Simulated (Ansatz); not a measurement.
**Sc(100) (P6_3/mmc bulk, 8 atomic planes (those closer than 0.6 Å count as one), 10 Å): images, spectra and barriers**

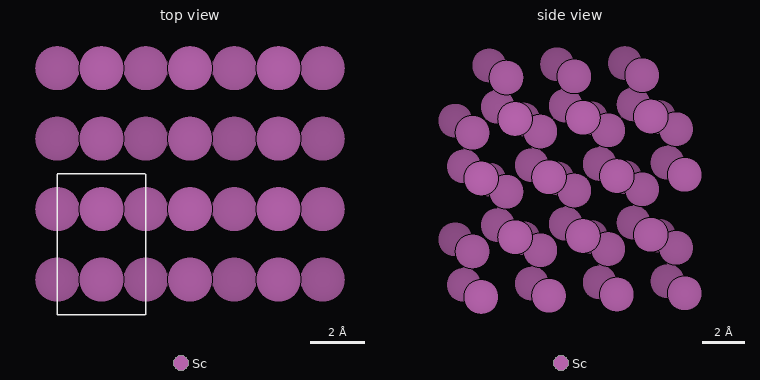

The relaxed structure from above and from the side.

Computed with Ansatz, DFT PBE, scalar-relativistic, plane waves, PAW. Cutoff 420 eV, 18 × 11 k-points, Gaussian smearing 0.1 eV, dipole correction. The slab is a cut without reconstruction beyond its cell, at the source's lattice constants, with its lower half held fixed and the rest relaxed. Of the two ways to cut these planes this one leaves the wide spacing on top (1.91 Å as cut, then 0.96 Å); the other cut leaves better-bound surface atoms. No spin polarisation. The run warns that the functional's potential is rough in the thin density of the vacuum, where the tip is; weak contrasts and barriers may feel it.

The STM signal is simulated in the Tersoff–Hamann approximation. Bias windows are sharp sums over the levels of the k mesh.

Input file:

```yaml
crystal:
  lattice:
    - [3.3087979, 0.0, 0.0]
    - [0.0, 5.268, 0.0]
    - [0.0, 0.0, 30.5068446311]
  atoms:
    - { symbol: Sc, position: [0.0, 0.25, 0.3277952906] }
    - { symbol: Sc, position: [0.0, 0.75, 0.3904151866] }
    - { symbol: Sc, position: [0.5, 0.25, 0.4217251346] }
    - { symbol: Sc, position: [0.5, 0.75, 0.4843450307] }
    - { symbol: Sc, position: [0.0, 0.25, 0.5159502587] }
    - { symbol: Sc, position: [0.0, 0.75, 0.5789695378] }
    - { symbol: Sc, position: [0.5, 0.25, 0.6095394553] }
    - { symbol: Sc, position: [0.5, 0.75, 0.665638086] }
basis:
  ecutwfc: 420.0
  fft_grid_basis: typed
kpoints:
  mp_grid: { grid: [18, 11, 1] }
hamiltonian:
  xc: pbe
scf:
  occupations: { method: gaussian, width: 0.1 }
output:
  forces: true
  eigenvalues: true
  band_densities:
    - { e_range: [-2.0, -1.0] }
    - { e_range: [-1.0, -0.5] }
    - { e_range: [-0.5, -0.25] }
    - { e_range: [-0.25, 0.0] }
    - { e_range: [0.0, 0.25] }
    - { e_range: [0.25, 0.5] }
    - { e_range: [0.5, 1.0] }
    - { e_range: [1.0, 1.5] }
  band_residual_tolerance: 1.0e-05
  write_potential: true
  elf: true
  write_density: true
  volumetric_format: npy
efield:
  axis: 3
  dipole_correction: true
  ramp_width: 0.04
checkpoint:
  read: start.run
  write: ck
  compress: false
  write_wavefunctions: false
  write_every: 100000
```

Launched as:

```sh
ansatz run input.yaml --threads 1 --pin off --max-ram 2211MiB --backend cpu --events-out ev --progress --plain --runs-dir out
```

Cost without the relaxation before it: 8.6 min on 1 thread of Arm Neoverse V1, on a shared host, peak memory 1.8 GiB.

Part 1: One image

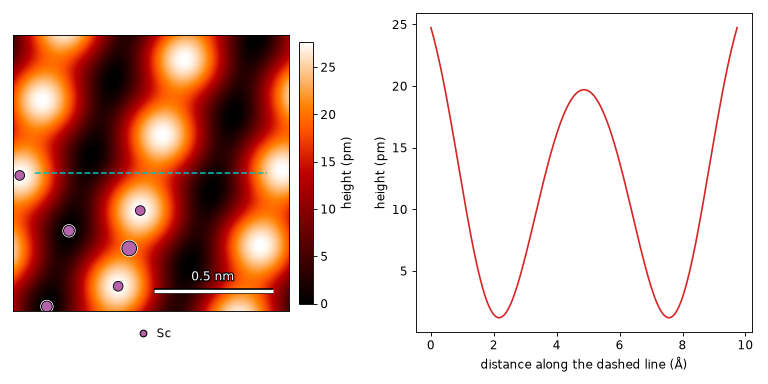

Constant-current image at a set point of 6.9 × 10⁻⁵ e/Å³ of this surface, sample bias +0.50 V. The atoms seen from above are drawn over one corner (deeper ones smaller). The right panel is the profile along the dashed line.

**Which atoms or sites appear bright, which dark, and how strong is the contrast?**

The brightest spots lie over the sites above the Sc atoms 2.6 Å below the top plane; the darkest points are over the sites above the Sc atoms 1.7 Å below the top plane. The corrugation is 28 pm at a mean tip height of 4.5 Å.

Part 2: Approach curves

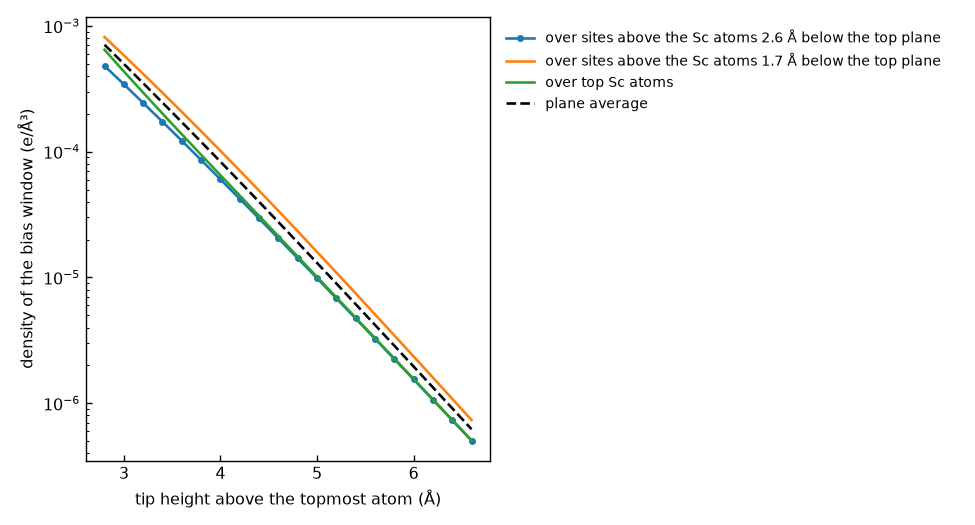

Approach curves over this surface at a sample bias of −0.50 V.

**How fast does the current decay, and what apparent barrier height does that imply?**

Near 4 Å the plane average falls as exp(−1.82 z/Å), a factor of 6.2 per ångström, which gives an apparent barrier of 3.2 eV (0.952 eV Å² times the slope squared). The vacuum level lies 2.98 eV above zero bias. The apparent barrier is close to 2.98 eV. At 4 Å the 0.25 eV of states nearest the highest filled state carry 89 % of the density.

Part 3: Barrier map

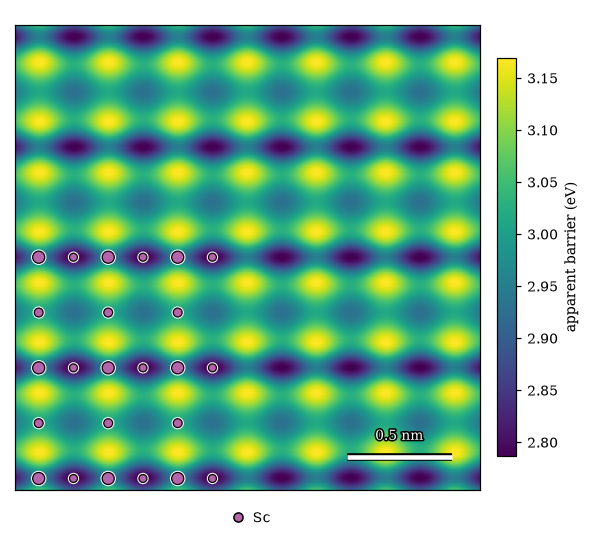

Map of the apparent barrier height, 0.952 eV Å² × (d ln I/dz)², 3.8 Å above this surface at −0.25 V; lighter colours are higher.

**Where is the apparent barrier highest and lowest, and over what range?**

It is highest, 3.2 eV, over points 1.3 Å to the side of the top Sc atoms, and lowest, 2.8 eV, over the sites above the Sc atoms 2.6 Å below the top plane. The vacuum level lies 2.98 eV above zero bias.

Part 4: Bias series

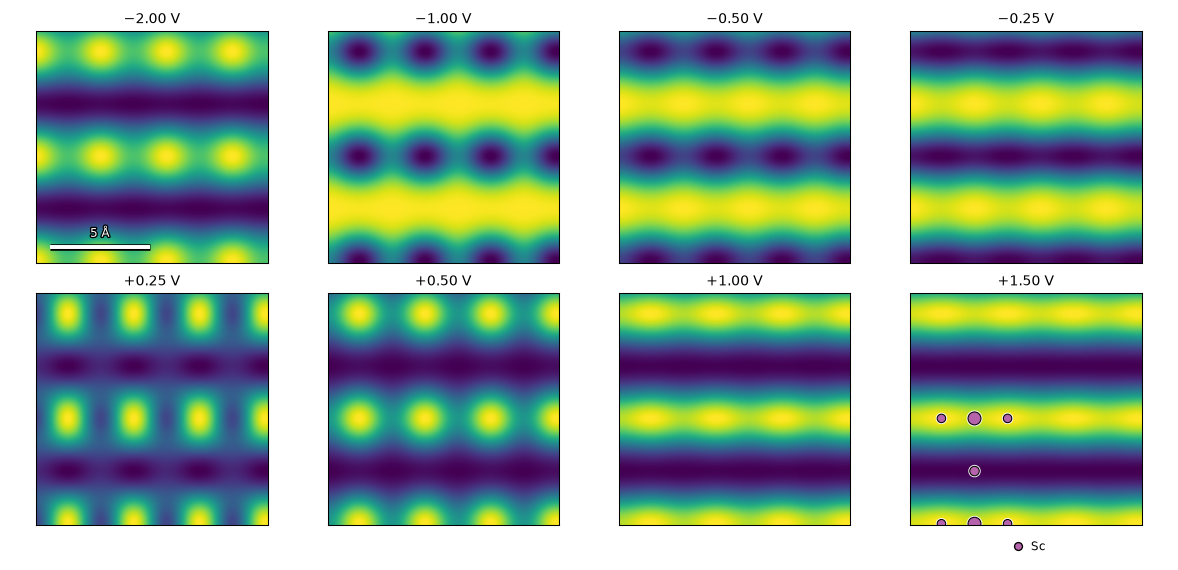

Constant-height images of this surface at 8 sample biases, each on its own colour scale; the last has the atoms seen from above drawn over one corner (deeper ones smaller).

**How do the images change with bias?**

| bias | height (Å) | bright/dark | brightest over |
| --- | --- | --- | --- |
| −2.00 V | 3.5 | 1.3 | top Sc atoms |
| −1.00 V | 3.5 | 1.3 | sites above the Sc atoms 1.7 Å below the top plane |
| −0.50 V | 3.5 | 1.7 | sites above the Sc atoms 1.7 Å below the top plane |
| −0.25 V | 3.5 | 2 | sites above the Sc atoms 1.7 Å below the top plane |
| +0.25 V | 3.5 | 1.3 | sites above the Sc atoms 2.6 Å below the top plane |
| +0.50 V | 3.5 | 2.3 | sites above the Sc atoms 2.6 Å below the top plane |
| +1.00 V | 3.5 | 3.3 | sites above the Sc atoms 2.6 Å below the top plane |
| +1.50 V | 3.5 | 3.6 | sites above the Sc atoms 2.6 Å below the top plane |

The slab has states at the Fermi level, so this model gives a current down to small biases. Its work function (top face) is 2.98 eV.
